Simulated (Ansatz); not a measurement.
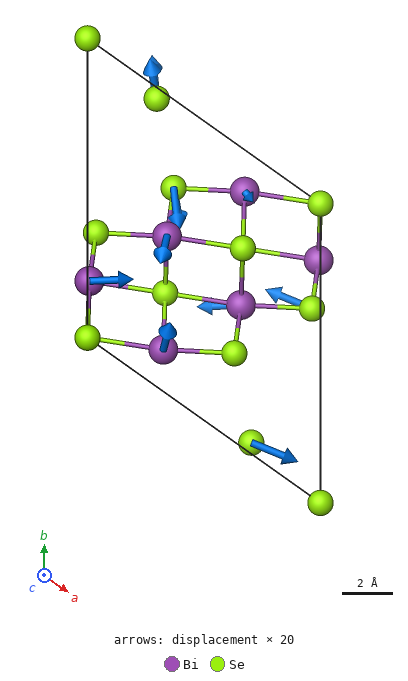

This is a relaxation of a defect cell of composition Bi$_{9}$Se$_{13}$. The starting structure is drawn; blue arrows show the displacements, 20 times their true length.

The picture is a ball-and-stick view of the cell of the calculation, seen along the c axis.

Case: Se vacancy (site a), charge +0, atoms relaxed at the host's cell.

Theory: DFT PBE, scalar-relativistic, plane waves, PAW (Ansatz 0.2.0). (plane-wave cutoff 420 eV; k-point mesh 2 × 2 × 2; occupations gaussian; smearing width 0.01 eV; mesh shifted by (0.5, 0.5, 0.5); no spin polarisation; atoms relaxed in a fixed cell; force threshold 0.025 eV/Å; at most 45 steps)

**Describe the change and its energy.**

The energy falls by 0.111 eV per cell of the calculation in 2 accepted moves (3 points after the start). The largest force component goes from 0.26 to 0.022 eV/Å. The line search rejected the trial step at point 1 of the run. The largest moves, 0.10 Å, are those of Se atoms. Largest moves by element: Se 0.10 Å, Bi 0.09 Å. The cell doesn't change. Among the contacts that change: Bi–Se 2.879 → 2.856 Å, Bi–Se 3.108 → 3.091 Å, Bi–Se 2.879 → 2.885 Å. Among the angles between lasting bonds that change: Bi–Se–Bi 93.4° → 90.2°, Bi–Se–Bi 95.2° → 92.1°, Se–Bi–Se 93.4° → 96.5°.
